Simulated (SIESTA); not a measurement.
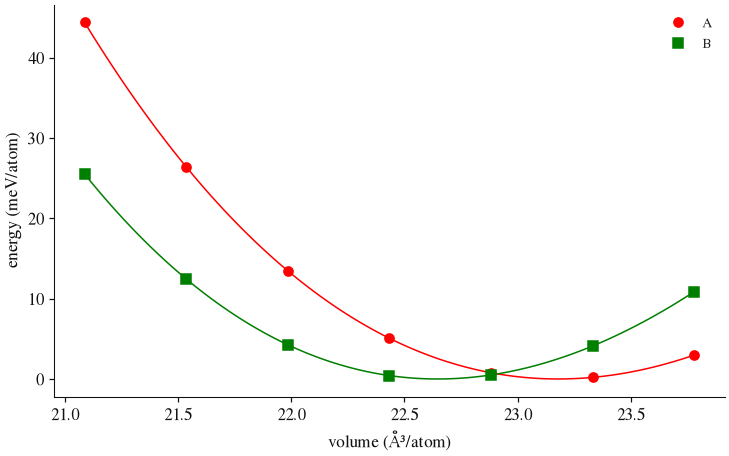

The figure compares two calculations of the energy against volume, each curve from its own zero. The first is for As, space group Cmce (No. 64).

The cell holds 4 atoms.

Computed with SIESTA 5.4.2: DFT in numerical atomic orbitals with pseudopotentials, no spin polarisation; energies at scaled volumes of the given cell, shape and fractions fixed, counted from the fit's minimum, third-order Birch-Murnaghan fit. Level: PBEsol.

k mesh 8×8×6; occupations Fermi–Dirac; smearing width 0.05 eV; potentials PseudoDojo 0.4 standard, converted to PSML, two zetas on semicore shells; program settings basis DZP, mesh cutoff 500 Ry.

In the second, the level changes from PBEsol to LDA.

### Which of A and B is the second calculation, and what did the change do?

B. The equilibrium volume falls from 23.18 to 22.65 Å³/atom (−2.3 %) and the bulk modulus rises from 64.0 to 67.0 GPa (+4.7 %).

For both, limits of the calculation: mulliken charges of long orbitals; shape and atomic fractions are frozen while scaling, which makes layered, chain and framework solids too stiff.

V0 and the bulk modulus come from third-order Birch–Murnaghan fits.
